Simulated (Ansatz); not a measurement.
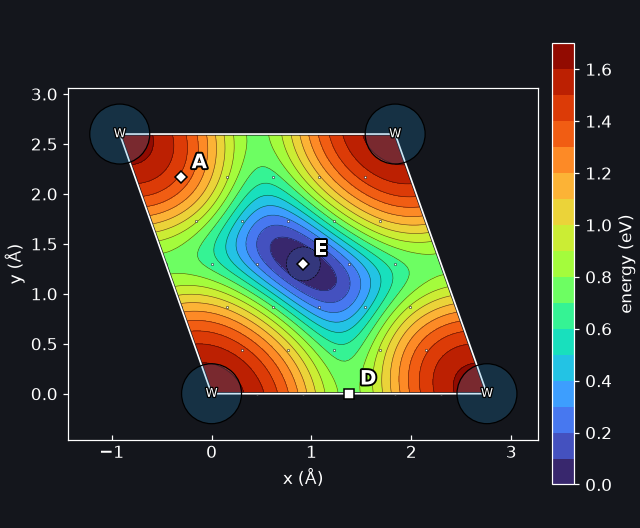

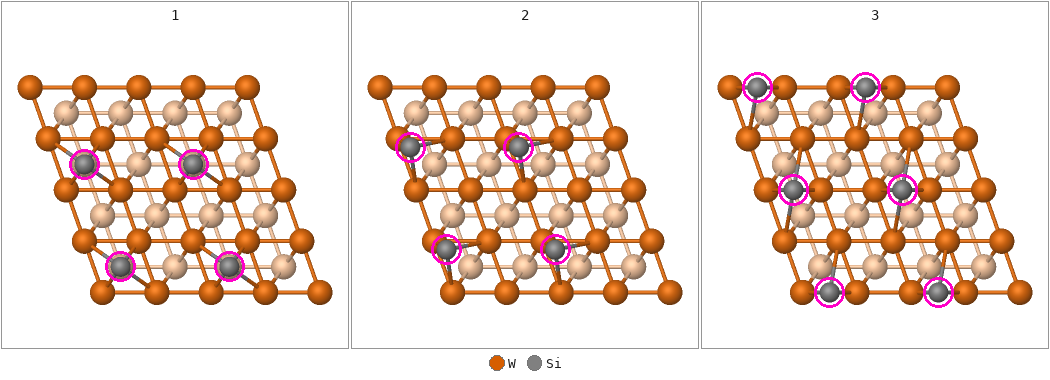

Si on a W(110) slab cut from the Im-3m phase, its upper half relaxed before the scan (12 atoms of substrate and one adsorbate in a 2 × 2 cell). 
- Si is moved over the surface cell; relaxed at each place: the height of the adsorbate's atoms; substrate rigid; the origin of the map has the adsorbate above W9.
- Places are given modulo a cell vector. The map is drawn in real space over the plane of the surface.
- Grid: 6 × 6 points; 13 points were computed and 23 follow by symmetry.
- Places are given in fractions of the 1 × 1 surface cell.
- All energies are given in eV relative to the lowest grid point.
- These are results of DFT PBE, scalar-relativistic, plane waves, PAW (Ansatz 0.2.0), not measurements. Settings: cutoff 420 eV, k-mesh 5×5×1, gaussian smearing 0.1 eV, no spin polarisation.

In the figure: filled contours, dots at the grid points, labelled circles for the atoms of the top layer and small ones for the second layer, the outline of one cell of the plane, lettered points. Between grid points the surface is interpolated. The numbered pictures are the structures at these points, in random order. Rings mark the moved atoms.

Q: Which structure belongs to which point?

A: A is structure 2: (1/6, 5/6) of the cell vectors [nearest 1 W at 2.35 Å], 1.38 eV; D is structure 3: a bridge site between two W atoms, (3/6, 0/6) of the cell vectors, 0.77 eV; E is structure 1: a bridge site between two W atoms, over a second-layer W atom, (3/6, 3/6) of the cell vectors, 0.00 eV.

PAW datasets: the set soft_1.
